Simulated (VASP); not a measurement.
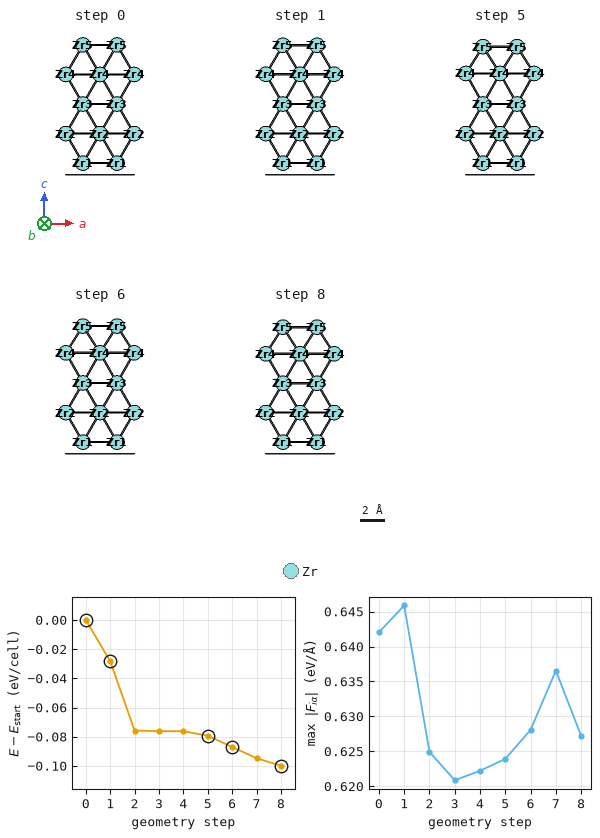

Frames of a relaxation of a slab of composition Zr, marked on the history of the run. The picture is a ball-and-stick view of the 2 × 2 repeat of the cell, outlined in the plane, without the vacuum, seen along the b axis.

The run lets the atoms move in a fixed cell. 2 atoms are held fixed.

The calculation used VASP, Kohn-Sham DFT of a periodic cell, PBE with D4, VASP PAW PBE potentials, recommended.

The input:
```
SYSTEM = Zr
PREC = Accurate
ENCUT = 520
EDIFF = 1E-7
ISMEAR = 0
SIGMA = 0.05
LREAL = .False.
LASPH = .True.
NELM = 80
ALGO = Normal
ISIF = 2
LWAVE = .False.
LCHARG = .False.
LDIPOL = .True.
IDIPOL = 3
DIPOL = 0.5 0.5 0.500
GGA = PE
IVDW = 13
IBRION = 2
NSW = 60
EDIFFG = -0.01
```

Launched with:
```bash
cat potpaw_PBE.64/Zr_sv/POTCAR > POTCAR
mpirun -np 1 vasp_std > vasp.out
```

### Describe the path.

The run was cut off at its time limit before the relaxation converged, so the last structure is only a point on the way. Zr5 moves most: 0.28 Å along the normal (−c). The cell doesn't change. Near-neighbour distances that change, for instance: Zr4–Zr5 3.135 → 2.935 Å, Zr4–Zr5 (another image) 3.620 → 3.448 Å, Zr2–Zr3 3.135 → 3.123 Å. After 8 geometry steps the energy has fallen by 99.9 meV per cell of the calculation. Largest force component: 0.64 eV/Å at the start, 0.63 eV/Å at the end. From step 0 to 1: Zr5 moves most (0.03 Å), energy −28.3 meV per cell of the calculation. From step 1 to 5: Zr5 moves most (0.11 Å), energy −51.0 meV per cell of the calculation. From step 5 to 6: Zr5 moves most (0.04 Å), energy −7.7 meV per cell of the calculation. From step 6 to 8: Zr5 moves most (0.09 Å), energy −12.8 meV per cell of the calculation.
